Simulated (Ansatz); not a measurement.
System: a slab cut from GaSb (slab content Ga₉Sb₉), space group F-43m (No. 216).

The given structure:
```
CELL_PARAMETERS angstrom
0.00000 3.05560 3.05560
3.05560 0.00000 3.05560
3.05560 3.05560 0.00000
ATOMIC_POSITIONS crystal
Ga 0.00000 0.00000 0.00000
Sb 0.75000 0.75000 0.75000
```

One of the inputs:
```
crystal:
  lattice:
    - [4.3212908972, 0.0, 0.0]
    - [0.0, 10.5849577283, 0.0]
    - [0.0, 0.0, 24.979593851]
  atoms:
    - { symbol: Ga, position: [0.5, 0.6666666667, 0.3002450738] }
    - { symbol: Sb, position: [0.5, 0.4166666667, 0.3002450738] }
    - { symbol: Ga, position: [0.0, 0.3333333333, 0.3501838054] }
    - { symbol: Sb, position: [0.0, 0.0833333333, 0.3501838054] }
    - { symbol: Ga, position: [0.5, 0.0, 0.4001225369] }
    - { symbol: Sb, position: [0.5, 0.75, 0.4001225369] }
    - { symbol: Ga, position: [0.0, 0.6666666667, 0.4500612685] }
    - { symbol: Sb, position: [0.0, 0.4166666667, 0.4500612685] }
    - { symbol: Ga, position: [0.5, 0.3333333333, 0.5] }
    - { symbol: Sb, position: [0.5, 0.0833333333, 0.5] }
    - { symbol: Ga, position: [0.0, 0.0, 0.5499387315] }
    - { symbol: Sb, position: [0.0, 0.75, 0.5499387315] }
    - { symbol: Ga, position: [0.5, 0.6666666667, 0.5998774631] }
    - { symbol: Sb, position: [0.5, 0.4166666667, 0.5998774631] }
    - { symbol: Ga, position: [0.0, 0.3333333333, 0.6498161946] }
    - { symbol: Sb, position: [0.0, 0.0833333333, 0.6498161946] }
    - { symbol: Ga, position: [0.5, 0.0, 0.6997549262] }
    - { symbol: Sb, position: [0.5, 0.75, 0.6997549262] }
basis:
  ecutwfc: 420
kpoints:
  mp_grid: { grid: [8, 4, 1] }
hamiltonian:
  xc: pbesol
scf:
  occupations: { method: gaussian, width: 0.1 }
output:
  forces: true
  eigenvalues: true
  write_density: true
  write_potential: true
  elf: true
  volumetric_format: npy
relax:
  adjacent_minimum: "off"
  f_tol: 0.02
  max_steps: 60
efield:
  axis: 3
  dipole_correction: true
  ramp_width: 0.04
```

Run as:
```bash
ansatz run input.yaml --threads 2 --pin off --max-ram 5120MiB --backend cpu --events-out ev --progress --plain --runs-dir out
```

Calculation (Ansatz 0.2.0): spacing and rumpling of the atomic planes of a slab cut from the relaxed bulk cell along the Miller plane (conventional indices), bottom to top, after all atoms relax, plane waves with PAW datasets, Γ-centred k mesh. Level: PBEsol, no spin polarisation.

```tsv
setting	value
space group in which the indices count	216
Miller index h	2
Miller index k	1
Miller index l	1
top plane	GaSb
bottom plane	GaSb
planes	9
surface cell	(1, 1)
slab thickness as cut	9.98 Å
vacuum	15 Å
surface area	45.74 Å²
surface a	4.321 Å
surface b	10.59 Å
surface angle	90 °
slab atoms	18
wave cutoff	420 eV
k mesh	8×4×1
occupations	Gaussian
smearing width	0.1 eV
boundary	dipole corrected
```

Describe the result: the spacing change of each pair of planes. The cases: 1–2; 2–3; 3–4; 4–5; 5–6; 6–7; 7–8; 8–9.

The least value, −0.544 Å, is that of 1–2, and the largest, 0.274 Å, that of 2–3.

| pair of planes | spacing change (Å) | spacing to next (Å) |
| --- | --- | --- |
| 1–2 | −0.544 | 0.703 |
| 2–3 | 0.274 | 1.522 |
| 3–4 | −0.027 | 1.220 |
| 4–5 | −0.061 | 1.187 |
| 5–6 | 0.081 | 1.328 |
| 6–7 | 0.095 | 1.343 |
| 7–8 | −0.443 | 0.804 |
| 8–9 | 0.268 | 1.516 |

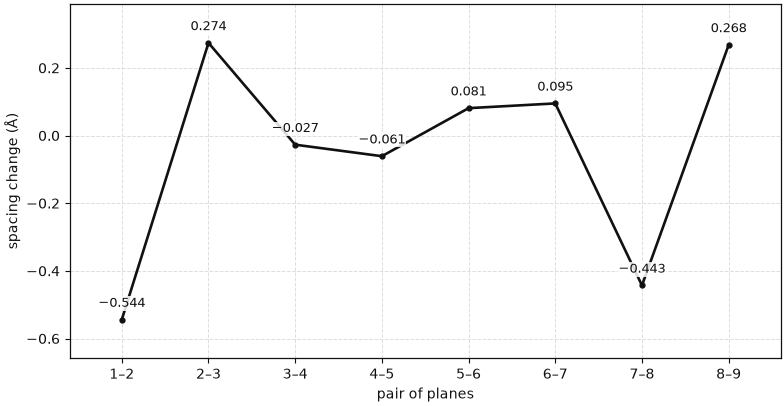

Keep in mind: bands touch, and spin-orbit coupling could open a gap; coarse k mesh; k mesh lowers the symmetry; xc potential rough in thin density.
